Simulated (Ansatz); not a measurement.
Run report: Mo, geometry relaxation (part 1 of 2)

- system: Mo (slab, 6 atoms in the cell)
- method: DFT PBE, scalar-relativistic, plane waves, PAW, PAW set soft_1, no spin polarisation (Ansatz 0.2.0)

The structure derives from an entry of the Crystallography Open Database. The input holds or restrains some coordinates. Forces given for the steps count only the free coordinates. Figures and captions count atoms from 1; the log counts them from 0 in places.

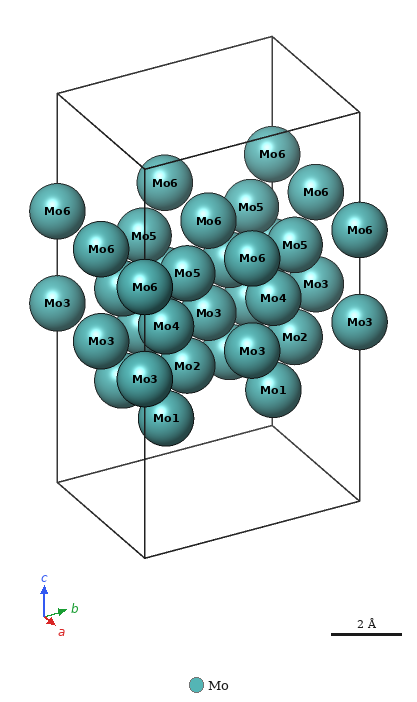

The input geometry (spheres-only view of the 2 × 2 repeat of the cell, with the vacuum cut short, seen slightly off an axis; atoms are numbered from 1 in the order of the input). An atom can appear more than once, as a periodic image.

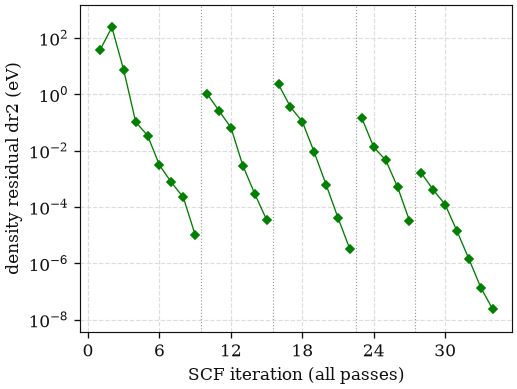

Convergence of the self-consistent field: density residual dr2 against the SCF iteration. The dotted lines part the SCF passes of the relaxation: geometry steps, rejected trials and re-solves on a re-selected basis. The 5 passes take 5 to 9 iterations each, 34 in all.

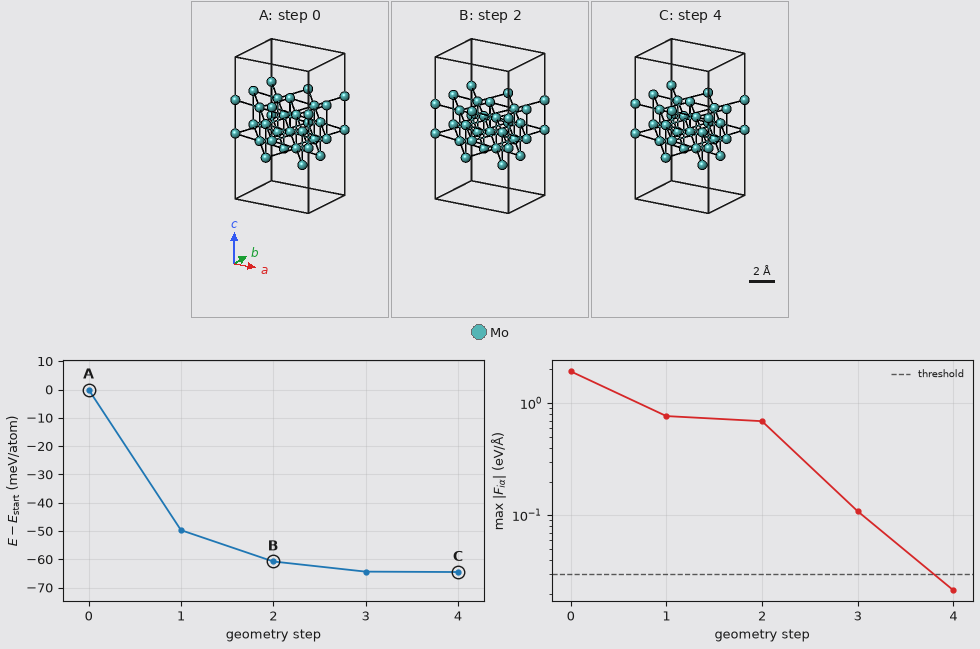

Frames of the restrained relaxation (ball-and-stick view of the 2 × 2 repeat of the cell, with the vacuum cut short, seen slightly off an axis) above the curves, on which the letters mark them (the first geometry is step 0 here and step 1 in the log).

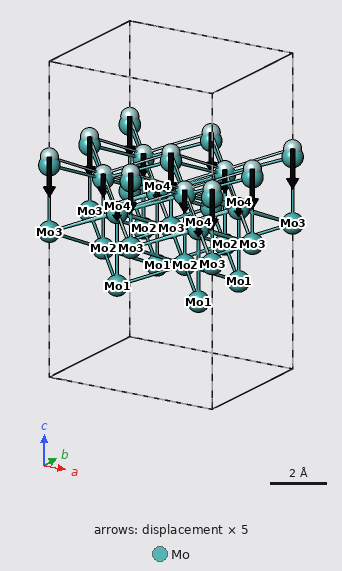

Start (faint) and end (solid) with the displacements as black arrows, magnified 5 times (ball-and-stick view of the 2 × 2 repeat of the cell, with the vacuum cut short, seen slightly off an axis). The atom that moves furthest is Mo6 (0.30 Å). The cell doesn't change. Distances before and after: Mo3–Mo6 2.737 → 2.435 Å, Mo2–Mo5 2.737 → 2.556 Å, Mo1–Mo4 2.737 → 2.657 Å, Mo5–Mo6 2.737 → 2.699 Å. Among the angles that change: Mo3–Mo6–Mo5 70.5° → 73.0°, Mo5–Mo6–Mo5 109.5° → 111.8°. The energy falls by 64.5 meV per atom in 4 geometry steps. Largest force component: 1.9 eV/Å at the start, 0.021 eV/Å at the end. (Atoms are counted from 1 in the order of the input.)

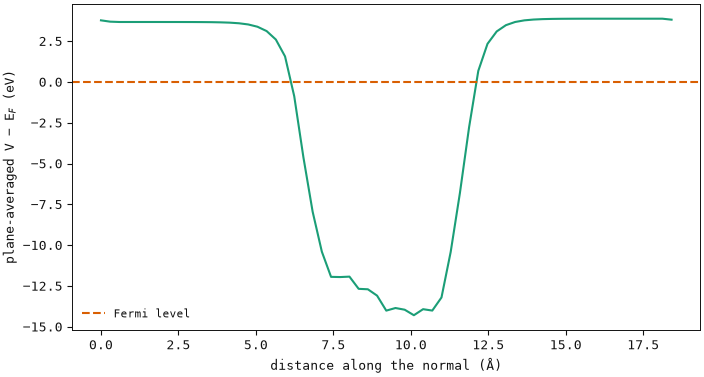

Plane average of the electrostatic potential energy of an electron across the cell, from the Fermi level. The vacuum level lies 3.88 eV above the Fermi level on the upper side and 3.67 eV on the lower.

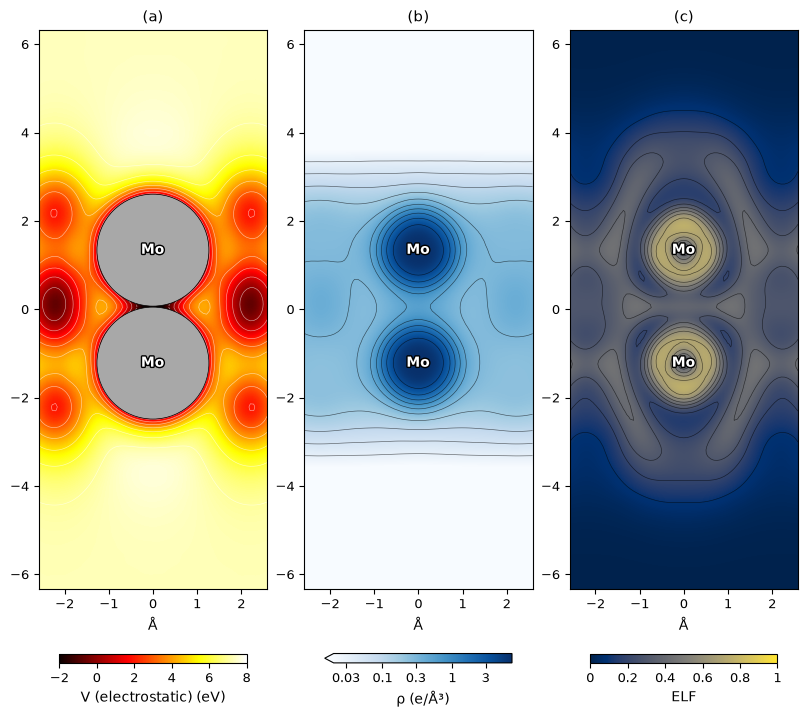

(a) electrostatic potential (local pseudopotential plus Hartree) felt by an electron; (b) valence charge density (pseudo); (c) electron localisation function on the (010) plane of the calculation cell, a cut from vacuum to vacuum. Grey discs, where drawn, cover atomic cores. The section cuts through Mo sites. Mo–Mo (2.56 Å): ρ is about 0.54 e/Å³ halfway; the ELF is about 0.40 at the midpoint (nearly free electrons, as in a simple metal). The density dies away to nearly zero in the vacuum. The strong features right at Mo lie inside the PAW spheres (semicore, d or f shells) and say nothing about bonding. The fields are those of the smooth PAW valence density.

These pictures come from the run below.

Input file
```yaml
crystal:
  lattice:
    - [4.4695765303, 0.0, 0.0]
    - [-2.2347882651, 3.8707668194, 0.0]
    - [0.0, 0.0, 18.561742444]
  atoms:
    - { symbol: Mo, position: [0.6666666667, 0.3333333333, 0.3771197678] }
    - { symbol: Mo, position: [0.3333333333, 0.6666666667, 0.4262718607] }
    - { symbol: Mo, position: [0.0, 0.0, 0.4754239536] }
    - { symbol: Mo, position: [0.6666666667, 0.3333333333, 0.5245760464] }
    - { symbol: Mo, position: [0.3333333333, 0.6666666667, 0.5737281393] }
    - { symbol: Mo, position: [0.0, 0.0, 0.6228802322] }
basis:
  ecutwfc: 420
kpoints:
  mp_grid: { grid: [9, 9, 1] }
hamiltonian:
  xc: pbe
  pseudopotentials: { kind: paw, azcp: { folder: soft_1 } }
scf:
  occupations: { method: gaussian, width: 0.1 }
output:
  forces: true
  eigenvalues: true
  write_density: true
  write_potential: true
  elf: true
  volumetric_format: npy
relax:
  adjacent_minimum: "off"
  f_tol: 0.03
  max_steps: 50
  constraints: [{ sites: [0, 1, 2] }]
efield:
  axis: 3
  dipole_correction: true
  ramp_width: 0.04
```

Launch command:
```bash
ansatz run input.yaml --threads 2 --pin off --max-ram 6144MiB --backend cpu --events-out ev --progress --plain --runs-dir out
```

The program's output
```
Engine: ansatz 0.2.0, aarch64-unknown-linux-gnu
Pseudopotentials: kind: paw
Pseudopotential: Mo, paw, valence charge 14, recommended cutoff 420 eV (normal), [file]
Functional definition: PBE
  parameter kappa = 0.804
  parameter beta = 0.06672455060314922
  exchange = pbe_x(kappa = kappa, mu = beta*pi^2/3)
  correlation = pbe_c(beta = beta)
Crystal: 6 atoms, lattice volume = 321.131 Å³
Basis set: ecut = 420 eV, 6273 PW (Γ), exchange–correlation on 60×60×250 points (8 copies of the dense FFT grid, shifted against one another)
Bands: 51, of which v1, the nominal top of the filled ones, is band 42 counted from 1 (41 counted from 0)
Symmetry: 6 space group operations
k-points: 12 of 81 (time reversal used)
Non-local potential: Mo, projectors of the file, l = 0: 3, l = 1: 2, l = 2: 2, l = 3: 1
PAW form: soft (Blöchl's): semilocal exchange-correlation on the pseudo side does not see the compensation charge
PAW one-centre angular grid: Mo, 590 points (default); XC on 64 Gauss nodes
Initial density: superposition of atomic densities (neutral atoms: chi_scale 0, normalization atom)
Initial wavefunctions: pseudopotential atomic-orbital guess
Functional: x = pbe(κ = 0.804, μ = 0.2195149727645171), c = pbe(β = 0.06672455060314922)
SCF iter   1: F=—  HF=-29734.932453 eV  |F-HF|=—  |Δ(HF+E_count)|=         —  Δρ=5.93e-2  dr2=3.72e1  ethr=3.10e-3  p=0.000 e·Å  D=1.14e-14 V/Å  ΔV_dip=-0.00 eV  dr2_dipole=7.26e-10  V_vac-E_F(+/−)=5.68/5.68 eV  ⟨swp⟩=10.1  Hψ=2936  notcnv=0
efield: sawtooth ramp at fractional position 0.9800 (placed from the atoms, in the widest stretch of the axis that holds none; the zero of the levels goes with the place), width 0.0400; the density the first Hamiltonian is built on has a dipole p = 0.000 e·Å; the dipole correction subtracts the counter field D = 1.14e-14 V/Å, which shifts the + side's vacuum level by -0.00 eV against the − side's; the planar-averaged density in the ramp window peaks in size at 3.6e-6 e/Å³
preconditioner: auto → LDOS  [metal: Δε(μ)=0.087 eV  Ē_g=3.941 eV  σ=0.100 eV  W_gap=0.44  n_scr=66 (ndim 8)  ℏωp=12.4 eV  f_vac=0.566  D(μ)=3.09/eV (n_scr^D=6)  β→1.0]
SCF iter   2: F=—  HF=-29744.804658 eV  |F-HF|=—  |Δ(HF+E_count)|=    9.87e0  Δρ=1.11e-1  dr2=2.41e2  ethr=3.10e-3  p=-0.000 e·Å  D=-6.24e-5 V/Å  ΔV_dip=0.00 eV  dr2_dipole=7.79e-8  V_vac-E_F(+/−)=1.80/1.80 eV  ⟨swp⟩=5.2  Hψ=1700  notcnv=0  defer=29  recentre
SCF iter   3: F=—  HF=-29729.815065 eV  |F-HF|=—  |Δ(HF+E_count)|=    1.50e1  Δρ=2.43e-2  dr2=7.09e0  ethr=3.10e-3  p=-0.000 e·Å  D=-8.35e-6 V/Å  ΔV_dip=0.00 eV  dr2_dipole=5.09e-9  V_vac-E_F(+/−)=4.83/4.83 eV  ⟨swp⟩=4.4  Hψ=1682  notcnv=0  defer=27
SCF iter   4: F=—  HF=-29729.022845 eV  |F-HF|=—  |Δ(HF+E_count)|=   7.92e-1  Δρ=4.75e-3  dr2=1.05e-1  ethr=3.10e-3  p=-0.000 e·Å  D=-3.59e-6 V/Å  ΔV_dip=0.00 eV  dr2_dipole=2.25e-8  V_vac-E_F(+/−)=3.95/3.95 eV  ⟨swp⟩=3.2  Hψ=1035  notcnv=0  defer=27
SCF iter   5: F=—  HF=-29729.012803 eV  |F-HF|=—  |Δ(HF+E_count)|=   1.00e-2  Δρ=1.57e-3  dr2=3.44e-2  ethr=1.25e-4  p=-0.000 e·Å  D=-1.74e-6 V/Å  ΔV_dip=0.00 eV  dr2_dipole=4.54e-12  V_vac-E_F(+/−)=3.83/3.83 eV  ⟨swp⟩=3.4  Hψ=1373  notcnv=0  defer=27
SCF iter   6: F=—  HF=-29729.010272 eV  |F-HF|=—  |Δ(HF+E_count)|=   2.53e-3  Δρ=6.58e-4  dr2=3.06e-3  ethr=4.10e-5  p=-0.000 e·Å  D=-3.56e-7 V/Å  ΔV_dip=0.00 eV  dr2_dipole=8.58e-10  V_vac-E_F(+/−)=3.80/3.80 eV  ⟨swp⟩=2.1  Hψ=795  notcnv=0  defer=27
SCF iter   7: F=—  HF=-29729.010634 eV  |F-HF|=—  |Δ(HF+E_count)|=   3.61e-4  Δρ=2.19e-4  dr2=7.51e-4  ethr=3.64e-6  p=0.000 e·Å  D=4.69e-7 V/Å  ΔV_dip=-0.00 eV  dr2_dipole=3.68e-11  V_vac-E_F(+/−)=3.77/3.77 eV  ⟨swp⟩=2.0  Hψ=832  notcnv=0  defer=27
SCF iter   8: F=—  HF=-29729.010638 eV  |F-HF|=—  |Δ(HF+E_count)|=   4.69e-6  Δρ=1.14e-4  dr2=2.20e-4  ethr=8.94e-7  p=0.000 e·Å  D=4.17e-7 V/Å  ΔV_dip=-0.00 eV  dr2_dipole=1.03e-10  V_vac-E_F(+/−)=3.75/3.75 eV  ⟨swp⟩=1.9  Hψ=643  notcnv=0  defer=27
SCF iter   9: F=-29729.010626 eV  HF=-29729.010631 eV  |F-HF|=5.00e-6  |Δ(HF+E_count)|=   7.29e-6  Δρ=2.61e-5  dr2=1.02e-5  ethr=2.68e-8  p=0.000 e·Å  D=3.34e-7 V/Å  ΔV_dip=-0.00 eV  dr2_dipole=2.66e-11  V_vac-E_F(+/−)=3.74/3.74 eV  ⟨swp⟩=22.9  Hψ=6476  notcnv=0
SCF 1 converged in 9 iterations: F = -29729.010626 eV  dr2 = 1.02e-5
  greatest PAW one-centre occupation: 0.999 electrons in one spin orbital (limit 2), on the Mo atom at site 4 (counted from 0), in its partial waves of l = 0
relax step   1: F+E_penalty+E_count = -29729.01062606 eV  Δ(F+E_penalty+E_count) = +0.000e0 eV  max|allowed force component| = 1.923e0 eV/Å  Δτ_max = 0.0000 Å  (9 SCF iters, dr2 threshold 2.25e-5 eV, accepted)
Initial density: handed on by an earlier stage of this run
Initial wavefunctions: those handed on with the density
iter 1 solved again at ethr=1.43e-3 eV; its pass at ethr=3.10e-3 eV (dr2=1.20e0 eV) is discarded
SCF iter   1: F=—  HF=-29729.385452 eV  |F-HF|=—  |Δ(HF+E_count)|=         —  Δρ=1.23e-2  dr2=1.04e0  ethr=1.43e-3  p=0.000 e·Å  D=3.21e-7 V/Å  ΔV_dip=-0.00 eV  dr2_dipole=6.38e-2  V_vac-E_F(+/−)=3.75/3.75 eV  ⟨swp⟩=1.2  Hψ=1996  notcnv=0  defer=20
efield: sawtooth ramp at fractional position 0.9800 (handed on by an earlier solve), width 0.0400; the density the first Hamiltonian is built on has a dipole p = 0.000 e·Å; the dipole correction subtracts the counter field D = 3.21e-7 V/Å, which shifts the + side's vacuum level by -0.00 eV against the − side's; the planar-averaged density in the ramp window peaks in size at 4.0e-6 e/Å³
preconditioner: auto → LDOS  [metal: Δε(μ)=0.021 eV  Ē_g=3.448 eV  σ=0.100 eV  W_gap=0.12  n_scr=66 (ndim 8)  ℏωp=12.4 eV  f_vac=0.585  D(μ)=9.51/eV (n_scr^D=66)  β→1.0]
SCF iter   2: F=—  HF=-29729.328256 eV  |F-HF|=—  |Δ(HF+E_count)|=   5.72e-2  Δρ=6.27e-3  dr2=2.62e-1  ethr=1.24e-3  p=-0.006 e·Å  D=-3.25e-3 V/Å  ΔV_dip=0.06 eV  dr2_dipole=3.95e-3  V_vac-E_F(+/−)=3.79/3.73 eV  ⟨swp⟩=2.5  Hψ=879  notcnv=0  defer=20
SCF iter   3: F=—  HF=-29729.313755 eV  |F-HF|=—  |Δ(HF+E_count)|=   1.45e-2  Δρ=2.84e-3  dr2=6.64e-2  ethr=3.12e-4  p=-0.010 e·Å  D=-5.63e-3 V/Å  ΔV_dip=0.10 eV  dr2_dipole=3.80e-3  V_vac-E_F(+/−)=3.83/3.73 eV  ⟨swp⟩=3.1  Hψ=1019  notcnv=0  defer=20
SCF iter   4: F=—  HF=-29729.308860 eV  |F-HF|=—  |Δ(HF+E_count)|=   4.89e-3  Δρ=6.29e-4  dr2=2.98e-3  ethr=7.91e-5  p=-0.012 e·Å  D=-7.03e-3 V/Å  ΔV_dip=0.13 eV  dr2_dipole=6.41e-5  V_vac-E_F(+/−)=3.85/3.72 eV  ⟨swp⟩=1.8  Hψ=764  notcnv=0  defer=20
SCF iter   5: F=—  HF=-29729.308671 eV  |F-HF|=—  |Δ(HF+E_count)|=   1.90e-4  Δρ=1.80e-4  dr2=2.97e-4  ethr=3.55e-6  p=-0.015 e·Å  D=-8.37e-3 V/Å  ΔV_dip=0.16 eV  dr2_dipole=6.81e-6  V_vac-E_F(+/−)=3.87/3.72 eV  ⟨swp⟩=2.0  Hψ=818  notcnv=0  defer=20
SCF iter   6: F=-29729.308665 eV  HF=-29729.308688 eV  |F-HF|=2.34e-5  |Δ(HF+E_count)|=   1.73e-5  Δρ=6.44e-5  dr2=3.50e-5  ethr=1.19e-7  p=-0.017 e·Å  D=-9.45e-3 V/Å  ΔV_dip=0.18 eV  dr2_dipole=1.63e-6  V_vac-E_F(+/−)=3.89/3.72 eV  ⟨swp⟩=22.6  Hψ=6690  notcnv=0
SCF 2 converged in 6 iterations: F = -29729.308665 eV  dr2 = 3.50e-5
relax step   2: F+E_penalty+E_count = -29729.30866452 eV  Δ(F+E_penalty+E_count) = -2.980e-1 eV  max|allowed force component| = 7.671e-1 eV/Å  Δτ_max = 0.1960 Å  (6 SCF iters, dr2 threshold 1.00e-4 eV, accepted)
iter 1 solved again at ethr=3.01e-3 eV; its pass at ethr=3.10e-3 eV (dr2=2.53e0 eV) is discarded
```
